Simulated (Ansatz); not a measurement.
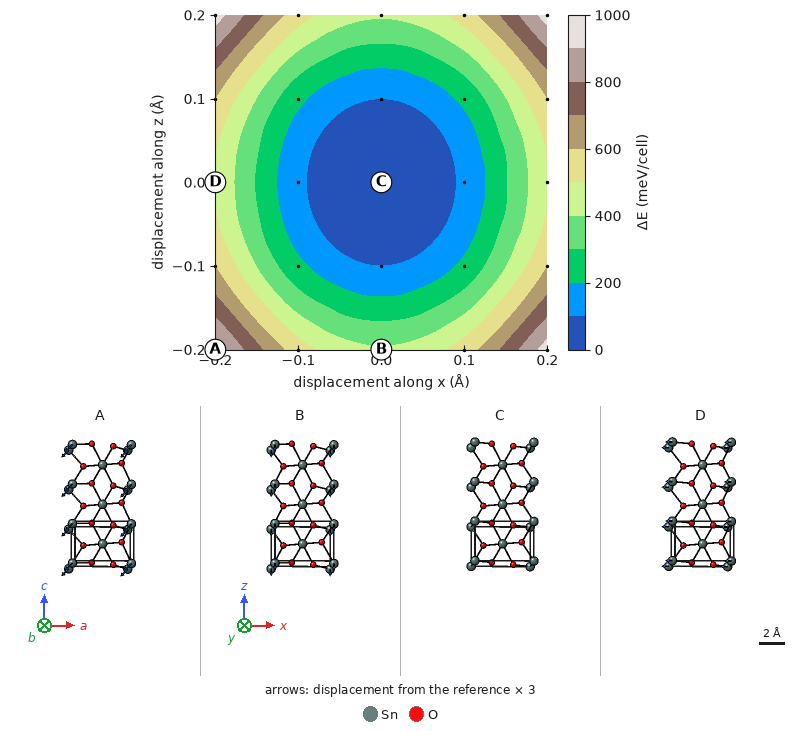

Energy scan for solid SnO2 (P4_2/mnm), in which a Sn atom (one in each cell of 6 atoms) is moved over the plane of the Cartesian directions x and z, all else fixed. The map is interpolated between the computed points (dots). The lettered frames are marked on it. A ball-and-stick model of the cell of the calculation, repeated 1 × 1 × 3 with one cell outlined, seen nearly along the normal of the scanned plane. Blue arrows: displacements from the reference.

The calculation used Ansatz, DFT r2SCAN, scalar-relativistic, plane waves, PAW. Set-up: plane-wave cutoff 500 eV; k-point mesh 6 × 6 × 8; occupations gaussian; smearing width 0.05 eV; no spin polarisation. Energies (free energies at the smearing named) are counted from the relaxed crystal.

### What does the map show?

In pairs of (displacement along x (Å); displacement along z (Å)): the lowest computed point lies at (0.00, 0.00) (0 meV/cell), the highest at (−0.20, −0.20), (0.20, 0.20), (0.20, −0.20), (−0.20, 0.20) (945 meV/cell).  Over the ranges scanned the energy rises by about as much along both axes. The frames lie at A (−0.20, −0.20): 945 meV/cell, B (0.00, −0.20): 413 meV/cell, C (0.00, 0.00): 0 meV/cell, D (−0.20, 0.00): 487 meV/cell.
